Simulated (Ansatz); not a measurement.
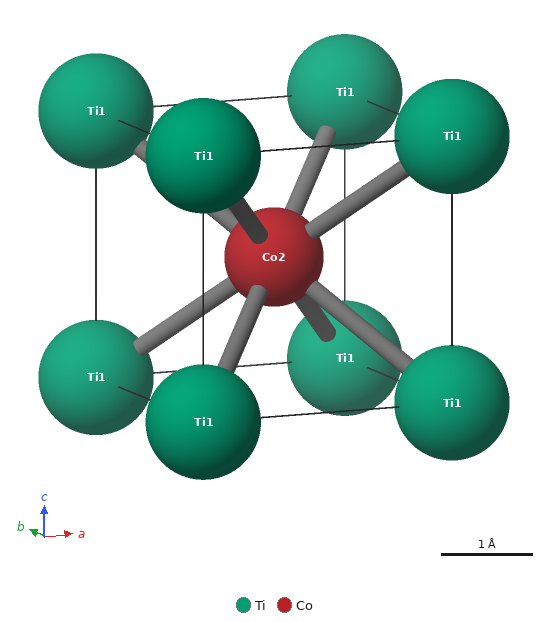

Fig. 1: The structure of run 1 (ball-and-stick view of the cell of the calculation, seen slightly off an axis; atoms are numbered from 1 in the order of the input). An atom can appear more than once, as a periodic image. Near neighbours in the periodic cell (some may lie outside the picture): Ti has 8 Co at 2.59 Å; Co has 8 Ti at 2.59 Å.

## What a change does: geometry relaxation on TiCo

System: TiCo (Pm-3m, 2 atoms in the cell).
Method of run 1: DFT PBE, scalar-relativistic, plane waves, PAW, spin-polarised (Ansatz 0.2.0).

The structure derives from a Materials Project entry. Text and figures count atoms from 1; the logs count them from 0 in places.

### Input, run 1
```yaml
crystal:
  lattice:
    - [2.98611099, 0.0, 0.0]
    - [0.0, 2.98611099, 0.0]
    - [0.0, 0.0, 2.98611099]
  atoms:
    - { symbol: Ti, position: [0.0, 0.0, 0.0] }
    - { symbol: Co, position: [0.5, 0.5, 0.5], spin: 0.6 }
basis:
  ecutwfc: 420
kpoints:
  mp_grid: { grid: [14, 14, 14] }
hamiltonian:
  xc: pbe
scf:
  occupations: { method: gaussian, width: 0.1 }
output:
  forces: true
  stress: true
  eigenvalues: true
  populations: true
magnetization:
  spin_polarized: true
relax:
  adjacent_minimum: "off"
  f_tol: 0.005
  max_steps: 80
  cell: { stress_tol: 0.05 }
```

Launched with:
```bash
ansatz run input.yaml --threads 2 --pin off --max-ram 5120MiB --backend cpu --events-out ev --progress --plain --runs-dir out
```

Hardware: 2 threads of Intel Xeon @ 2.50GHz (Skylake/Cascade Lake), 189 GiB of memory available, shared host.

### Output, shortened to warnings, some set-up lines, iterations and results (run 1)
```
Basis set: ecut = 420 eV, 485 PW (Γ), exchange–correlation on 40×40×40 points (8 copies of the dense FFT grid, shifted against one another)
Symmetry: 48 space group operations
k-points: 120 of 2744
Initial density: superposition of atomic densities (chi_scale 0.1, normalization cell)
[...]
SCF iter   1: F=—  HF=-7626.290820 eV  |F-HF|=—  |Δ(HF+E_count)|=         —  Δρ=6.06e-2 (↑3.54e-2 ↓6.06e-2)  dr2=1.57e0  dr2_m=6.96e-2  M=0.665 μB ∫|m|=0.721 μB  β_m=0.30  …
SCF iter   2: F=—  HF=-7625.803962 eV  |F-HF|=—  |Δ(HF+E_count)|=   4.87e-1  Δρ=2.80e-2 (↑2.76e-2 ↓2.80e-2)  dr2=7.66e-1  dr2_m=4.51e-2  M=0.662 μB ∫|m|=0.742 μB  β_m=0.38  …
SCF iter   3: F=—  HF=-7626.345353 eV  |F-HF|=—  |Δ(HF+E_count)|=   5.41e-1  Δρ=2.98e-2 (↑9.76e-3 ↓2.98e-2)  dr2=2.25e-1  dr2_m=4.62e-2  M=0.732 μB ∫|m|=0.797 μB  β_m=0.35  …
SCF iter   4: F=—  HF=-7626.401180 eV  |F-HF|=—  |Δ(HF+E_count)|=         —  Δρ=3.67e-2 (↑3.67e-2 ↓2.32e-2)  dr2=7.32e-2  dr2_m=2.08e-1  M=0.891 μB ∫|m|=1.023 μB  β_m=0.35  …
SCF iter   5: F=—  HF=-7626.563341 eV  |F-HF|=—  |Δ(HF+E_count)|=   1.62e-1  Δρ=2.73e-2 (↑1.53e-2 ↓2.73e-2)  dr2=3.04e-2  dr2_m=1.07e-1  M=0.894 μB ∫|m|=1.056 μB  β_m=0.51  …
[... 25 lines ...]
SCF iter   4: F=—  HF=-7626.626586 eV  |F-HF|=—  |Δ(HF+E_count)|=  9.09e-12  Δρ=4.25e-7 (↑3.19e-7 ↓4.25e-7)  dr2=8.02e-11  dr2_m=1.50e-12  M=0.887 μB ∫|m|=1.106 μB  β_m=0.46  …
SCF iter   5: F=—  HF=-7626.626586 eV  |F-HF|=—  |Δ(HF+E_count)|=  2.18e-11  Δρ=1.82e-7 (↑1.82e-7 ↓5.30e-8)  dr2=4.55e-12  dr2_m=2.86e-12  M=0.887 μB ∫|m|=1.106 μB  β_m=0.67  …
SCF iter   6: F=-7626.626586 eV  HF=-7626.626586 eV  |F-HF|=0.00e0  |Δ(HF+E_count)|=  1.82e-12  Δρ=3.53e-8 (↑3.53e-8 ↓2.46e-8)  dr2=8.83e-13  dr2_m=5.96e-14  M=0.887 μB …
SCF 3 converged in 6 iterations: F = -7626.626586 eV  dr2 = 8.83e-13
relax step   3: F+E_penalty+E_count = -7626.62658622 eV  Δ(F+E_penalty+E_count) = +1.632e-6 eV  max|allowed force component| = 6.278e-30 eV/Å  Δτ_max = 0.0000 Å  P = -0.006 …
basis re-selected at this cell: Δ(F+E_penalty+E_count) = +1.632e-6 eV, ΔP = -0.001 GPa vs the last step (what re-selecting the basis moved, of the pressure what is left beyond the Pulay correction that the steps carried, after the strain that the cell walked since its last selection, with what the …
SCF converged after 6 iterations
Magnetization: 0.8867 μB (14.9433 up, 14.0567 down)
Absolute magnetization: 1.1112 μB (∫|ρ↑−ρ↓|, with the PAW one-centre terms)
Spin contamination: 0.0734 ħ² per cell (⟨S²⟩ above its minimum at these occupations)
Per-site moments (μB) at R_I (Å): [(-0.032313905794569935, 1.0665577069915133), (0.9889472857700716, 1.0665577069915133)]
Free energy (F): -7626.626586 eV
Harris-Foulkes:  -7626.626586 eV  (|F-HF|=0.00e0)
Internal energy: -7626.617087 eV  (E = F + TS)
E sigma→0 (E₀):  -7626.621836 eV
Entropy (-TS):   -0.009499 eV (-4.750 meV/atom)
Fermi energy:    16.652170 eV
--- Per-component energies (eV) ---
  E_band       = -404.765055
  E_kinetic    = 729.210917
  E_local      = -3882.127464  (includes V_loc(G=0)·N_el)
  E_nonlocal   = 459.836495
  E_hartree    = 1638.600408
  E_xc         = -257.691530
  E_vxc        = -328.745440  (∫ρ·V_xc dr)
  E_paw        = -2562.738684  (= ΣΔE_a)
  E_vpaw       = -660.140524  (= ΣTr[D̂ρ^β])
  E_aug_tail   = 0.000175  (compensation charges beyond the density's cutoff)
  E_ewald      = -3751.707405
  E_smearing   = -0.009499  (= −TS)
  E_closure    = -0.000000  (closes the sum)
  Σ components = -7626.626586   (vs F -7626.626586, Δ=0.00e0)
--- Forces (eV/Å), atoms counted from 1 ---
  atom   1  Ti     0.00000000     0.00000000     0.00000000
  atom   2  Co     0.00000000     0.00000000     0.00000000
  max |Σ_I F_I| component: 1.27e-29 eV/Å
--- Stress (GPa, compression-positive) ---
       -0.005612      -0.000000      -0.000000
       -0.000000      -0.005612      -0.000000
        0.000000      -0.000000      -0.005612
  P = ⅓ Tr σ = -0.0056 GPa (-0.056 kbar)
--- Relaxed structure (2 steps of the walk, 2 accepted, 1 SCFs on fresh bases) ---
  F+E_penalty+E_count = -7626.62658622 eV   max|allowed force component| = 6.278e-30 eV/Å   (the final SCF, on the basis selected at the relaxed cell)
  cell:  # Å, volume = 26.6127 Å³
    - [2.9855872932742793, -3.209883240645393e-35, -1.6049416203226965e-35]
[...]
```

The input of run 2 differs as follows (lines with − go, lines with + come):
```diff
+  max_iter: 75
-  populations: true
+  initial_magnetization: 40
```

Predict how the results change.

The energy is the same within 0.01 meV per atom. The SCF takes 28 iterations over all geometry steps against 29. On the same kind of shared host run 2 took about 1.7 times as long.

### Output, shortened to warnings, some set-up lines, iterations and results (run 2)
```
Warning: where an SCF of this run starts from atoms to list the orders of its open shells, Ti (site 0, from 0) starts with 2.00 μB on its 3d shell, in the place of the 39.40 μB that the deck gives it: its open shells can hold no more by Hund's first rule. To start from spheres of the given moment, type scf.initial_density.shell_occupations: []
Basis set: ecut = 420 eV, 485 PW (Γ), exchange–correlation on 40×40×40 points (8 copies of the dense FFT grid, shifted against one another)
Symmetry: 48 space group operations
k-points: 120 of 2744
Initial density: superposition of atomic densities (chi_scale 0.1, normalization cell)
[...]
SCF iter   1: F=—  HF=-7625.480184 eV  |F-HF|=—  |Δ(HF+E_count)|=         —  Δρ=1.10e-1 (↑1.10e-1 ↓5.73e-2)  dr2=2.42e0  dr2_m=1.05e0  M=1.015 μB ∫|m|=1.076 μB  β_m=0.30  …
SCF iter   2: F=—  HF=-7625.104041 eV  |F-HF|=—  |Δ(HF+E_count)|=   3.76e-1  Δρ=6.40e-2 (↑6.40e-2 ↓3.80e-2)  dr2=8.57e-1  dr2_m=5.13e-1  M=1.037 μB ∫|m|=1.078 μB  β_m=0.40  …
SCF iter   3: F=—  HF=-7625.886077 eV  |F-HF|=—  |Δ(HF+E_count)|=   7.82e-1  Δρ=3.48e-2 (↑2.71e-2 ↓3.48e-2)  dr2=1.63e-1  dr2_m=1.72e-1  M=1.040 μB ∫|m|=1.078 μB  β_m=0.44  …
SCF iter   4: F=—  HF=-7626.645674 eV  |F-HF|=—  |Δ(HF+E_count)|=         —  Δρ=7.16e-2 (↑6.58e-2 ↓7.16e-2)  dr2=3.18e-2  dr2_m=1.14e0  M=0.951 μB ∫|m|=1.034 μB  β_m=1.00  …
SCF iter   5: F=—  HF=-7626.698778 eV  |F-HF|=—  |Δ(HF+E_count)|=   5.31e-2  Δρ=3.86e-2 (↑3.86e-2 ↓3.77e-2)  dr2=9.83e-1  dr2_m=6.21e-4  M=0.918 μB ∫|m|=1.058 μB  β_m=0.44  …
[... 24 lines ...]
SCF iter   4: F=—  HF=-7626.626586 eV  |F-HF|=—  |Δ(HF+E_count)|=  1.19e-10  Δρ=2.75e-7 (↑1.70e-7 ↓2.75e-7)  dr2=4.63e-12  dr2_m=1.13e-11  M=0.887 μB ∫|m|=1.106 μB  β_m=0.56  …
SCF iter   5: F=—  HF=-7626.626586 eV  |F-HF|=—  |Δ(HF+E_count)|=  1.91e-11  Δρ=1.30e-7 (↑1.30e-7 ↓4.42e-8)  dr2=1.62e-12  dr2_m=1.17e-12  M=0.887 μB ∫|m|=1.106 μB  β_m=0.63  …
SCF iter   6: F=-7626.626586 eV  HF=-7626.626586 eV  |F-HF|=1.64e-11  |Δ(HF+E_count)|=  3.64e-12  Δρ=1.62e-7 (↑8.17e-8 ↓1.62e-7)  dr2=1.77e-11  dr2_m=4.32e-13  M=0.887 μB …
SCF 3 converged in 6 iterations: F = -7626.626586 eV  dr2 = 1.77e-11
relax step   3: F+E_penalty+E_count = -7626.62658631 eV  Δ(F+E_penalty+E_count) = +1.622e-6 eV  max|allowed force component| = 1.150e-29 eV/Å  Δτ_max = 0.0000 Å  P = -0.005 …
basis re-selected at this cell: Δ(F+E_penalty+E_count) = +1.622e-6 eV, ΔP = -0.001 GPa vs the last step (what re-selecting the basis moved, of the pressure what is left beyond the Pulay correction that the steps carried, after the strain that the cell walked since its last selection, with what the …
SCF converged after 6 iterations
Magnetization: 0.8867 μB (14.9433 up, 14.0567 down)
Absolute magnetization: 1.1112 μB (∫|ρ↑−ρ↓|, with the PAW one-centre terms)
Spin contamination: 0.0734 ħ² per cell (⟨S²⟩ above its minimum at these occupations)
Per-site moments (μB) at R_I (Å): [(-0.03230971625821858, 1.0665555593311413), (0.9889364338231554, 1.0665555593311413)]
Free energy (F): -7626.626586 eV
Harris-Foulkes:  -7626.626586 eV  (|F-HF|=1.64e-11)
Internal energy: -7626.617087 eV  (E = F + TS)
E sigma→0 (E₀):  -7626.621837 eV
Entropy (-TS):   -0.009500 eV (-4.750 meV/atom)
Fermi energy:    16.652292 eV
--- Per-component energies (eV) ---
  E_band       = -404.761751
  E_kinetic    = 729.211297
  E_local      = -3882.116126  (includes V_loc(G=0)·N_el)
  E_nonlocal   = 459.836532
  E_hartree    = 1638.596402
  E_xc         = -257.691650
  E_vxc        = -328.745604  (∫ρ·V_xc dr)
  E_paw        = -2562.738755  (= ΣΔE_a)
  E_vpaw       = -660.140642  (= ΣTr[D̂ρ^β])
  E_aug_tail   = 0.000175  (compensation charges beyond the density's cutoff)
  E_ewald      = -3751.714959
  E_smearing   = -0.009500  (= −TS)
  E_closure    = -0.000000  (closes the sum)
  Σ components = -7626.626586   (vs F -7626.626586, Δ=0.00e0)
--- Forces (eV/Å), atoms counted from 1 ---
  atom   1  Ti    -0.00000000    -0.00000000     0.00000000
  atom   2  Co     0.00000000     0.00000000    -0.00000000
  max |Σ_I F_I| component: 1.91e-29 eV/Å
--- Stress (GPa, compression-positive) ---
       -0.004609       0.000000       0.000000
        0.000000      -0.004609       0.000000
        0.000000       0.000000      -0.004609
  P = ⅓ Tr σ = -0.0046 GPa (-0.046 kbar)
--- Relaxed structure (2 steps of the walk, 2 accepted, 1 SCFs on fresh bases) ---
  F+E_penalty+E_count = -7626.62658631 eV   max|allowed force component| = 1.150e-29 eV/Å   (the final SCF, on the basis selected at the relaxed cell)
  cell:  # Å, volume = 26.6126 Å³
    - [2.98558128138437, -6.269303204385532e-36, 0.0]
    - [-6.269303204385532e-36, 2.98558128138437, 0.0]
[...]
```

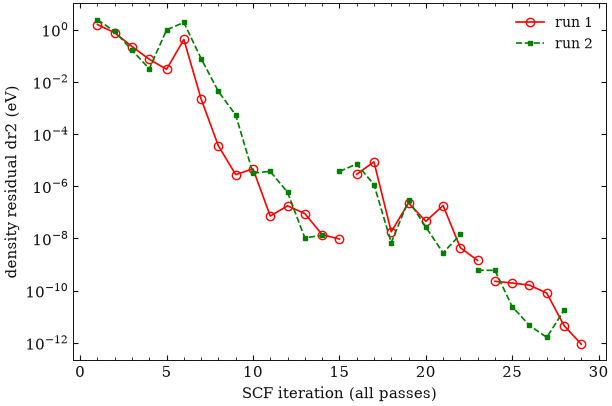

Fig. 2: Convergence of the two runs: density residual dr2 against the SCF iteration. A break in a curve parts two SCF passes. Run 1 takes 29 iterations in all, and run 2 takes 28.

### The two runs side by side

```csv
quantity,run 1,run 2
outcome,converged,converged
free energy per atom (eV),−3813.3133,−3813.3133
"energy per atom, smearing taken to zero (eV)",−3813.3109,−3813.3109
gap on the mesh (eV),0.00,0.00
net moment of the cell (μB),0.89,0.89
absolute moment of the cell (μB),1.11,1.11
pressure (GPa),−0.01,0.00
largest force (eV/Å),0.000,0.000
SCF iterations,29,28
irreducible k-points,120,120
wall time (shared host),38 s,63 s
```

For run 2: A setting was made wrong on purpose: an impossible spin (`magnetization`). It did no harm here: the run converged to the energy of the sound run within 1 meV per atom. Warnings: some starting moments were not kept.
